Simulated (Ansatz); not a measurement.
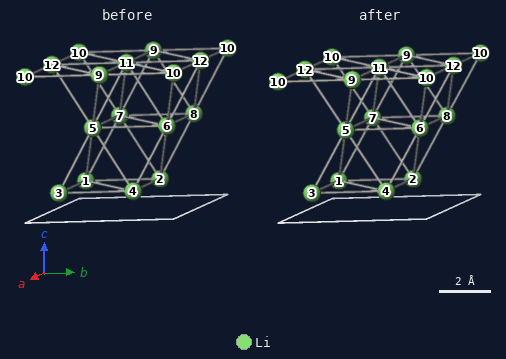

The structure of a slab of composition Li (cut from the Fm-3m phase) before (left) and after (right) a constrained relaxation, at one scale.

The picture is a ball-and-stick view of the cell of the calculation, outlined in the plane, without the vacuum, seen slightly off an axis.

Case: clean slab, lower half held. The slab is the (1 1 1) face of Li. 4 atoms are held fixed.

Level of theory: DFT PBE+D3(BJ), scalar-relativistic, plane waves, PAW in Ansatz. Set-up: plane-wave cutoff 420 eV; k-point mesh 6 × 6 × 1; occupations gaussian; smearing width 0.1 eV; no spin polarisation; dipole correction; atoms relaxed in a fixed cell; force threshold 0.03 eV/Å; at most 70 steps.

Describe what moved and what it gained.

The largest moves, 0.19 Å, are those of Li9, Li10, Li11 and Li12. Li9 goes along the normal (−c). The cell stays as it was. Some distances before and after: Li5–Li11 2.954 → 2.868 Å, Li1–Li5 2.954 → 2.883 Å. Over 1 geometry step the energy falls by 33.6 meV per cell of the calculation. The largest force component goes from 0.085 to 0.018 eV/Å. The run took about 25 core-seconds on a shared host.
